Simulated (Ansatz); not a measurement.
## Electronic structure of TiO₂ in real space

Input file:

```
crystal:
  lattice:
    - [5.5133445145, 0.0, 0.0]
    - [0.0, 4.5455754848, 0.0]
    - [0.0, 0.0, 4.8935984327]
  atoms:
    - { symbol: Ti, position: [0.0741947636, 0.25, 0.2043333333] }
    - { symbol: Ti, position: [0.4258052364, 0.25, 0.7043333333] }
    - { symbol: Ti, position: [0.5741947636, 0.75, 0.2043333333] }
    - { symbol: Ti, position: [0.9258052364, 0.75, 0.7043333333] }
    - { symbol: O, position: [0.3681568615, 0.0211153723, 0.3735050158] }
    - { symbol: O, position: [0.1318431385, 0.0211153723, 0.8735050158] }
    - { symbol: O, position: [0.6318431385, 0.5211153723, 0.5351616509] }
    - { symbol: O, position: [0.8681568615, 0.5211153723, 1.0351616509] }
    - { symbol: O, position: [0.3681568615, 0.4788846277, 1.0351616509] }
    - { symbol: O, position: [0.1318431385, 0.4788846277, 0.5351616509] }
    - { symbol: O, position: [0.8681568615, 0.9788846277, 0.3735050158] }
    - { symbol: O, position: [0.6318431385, 0.9788846277, 0.8735050158] }
kpoints:
  mp_grid: { grid: [4, 4, 4] }
  band_path:
    path:
      - [0.0, 0.0, 0.0]
      - [0.0, 0.5, 0.0]
      - [-0.5, 0.5, 0.0]
      - [-0.5, 0.0, 0.0]
      - [0.0, 0.0, 0.5]
      - [0.0, 0.5, 0.5]
      - [-0.5, 0.5, 0.5]
      - [-0.5, 0.0, 0.5]
      - [-0.05, 0.0, 0.0]
    npoints: 1
hamiltonian:
  xc: hse06
scf:
  occupations: { method: fixed }
  n_extra_bands: 7
output:
  forces: true
  stress: true
  eigenvalues: true
  write_density: true
  write_potential: true
  elf: true
  volumetric_format: npy
```

Below, planes, directions and counts refer to the conventional cell (a = 4.55 Å, b = 5.51 Å, c = 4.89 Å, α = 90.00°, β = 90.00°, γ = 90.00°).

Space group Pbcn; a structure from a database of computed crystals, not necessarily the ambient phase; started from the polar orthorhombic host prototype, which need not be the ambient phase; computed pressure about −3 GPa in this cell; computed without spin polarisation.

Level of theory: Ansatz, DFT, HSE06, plane waves, PAW.

Core electrons are frozen (PAW), and the valence fields are smoothed inside the atomic spheres.

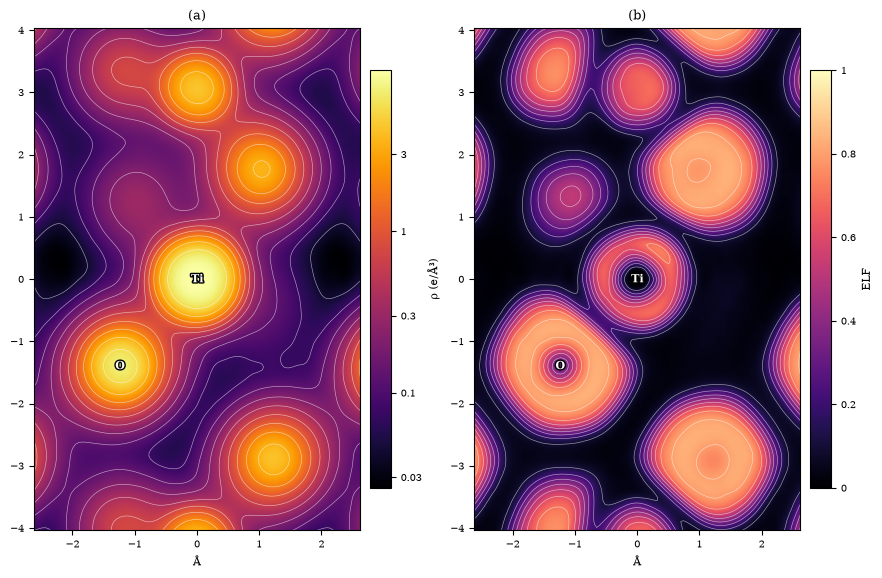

Figure 1. (a) valence pseudo-density; (b) ELF on the (011) plane of the conventional cell.

> What does the map show?

- The section cuts through Ti and O sites.
- Atoms just off the plane (Ti, 0.5 Å away and O, 0.4 Å away) can leave unmarked features too.
- Ti–O (1.87 Å): ρ at the midpoint is about 0.9 e/Å³; the ELF peaks at about 0.80 in the valence shell of O, 0.6 Å from its nucleus, and is about 0.25 at the midpoint: no localised pair shows between them.
- Between the atoms the lowest density in this plane is 0.03 e/Å³.
- The features right at Ti lie inside the PAW spheres, where the map follows smoothed inner orbitals and isn't to be read closely.

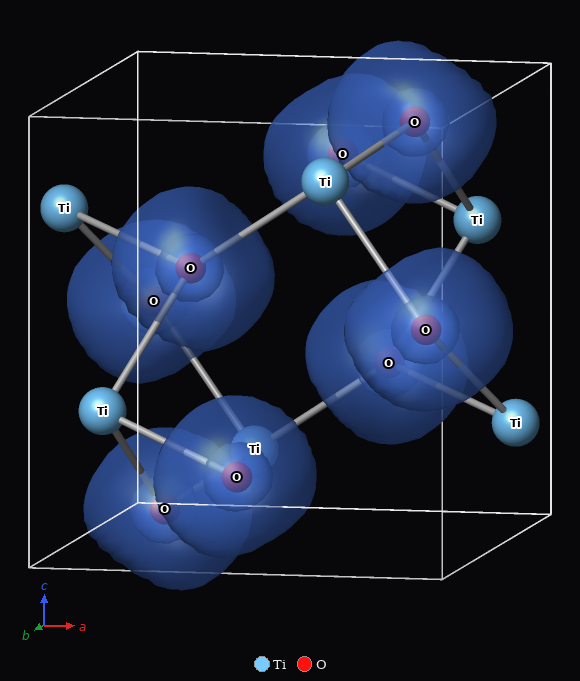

Figure 2. Isosurface of the ELF at 0.7 (blue), seen at an oblique angle. Core shells and regions of very low density are left out. Sticks mark near contacts.

> Describe the localisation domains.

The surface consists of eight regions wrapped around O (the valence shell of each), counted in one cell of 12 atoms. Regions shared between cells count once. Profiles from the grid: Ti–O (1.95 Å): the ELF peaks at about 0.85 in the valence shell of O, 0.6 Å from its nucleus, and is about 0.25 at the midpoint; no localised pair shows between them.

> Metal or insulator at this level of theory?

It is gapped, with a Kohn–Sham gap of 4.2 eV on the k-point mesh (the band edges may lie off the mesh, which would make the gap smaller).
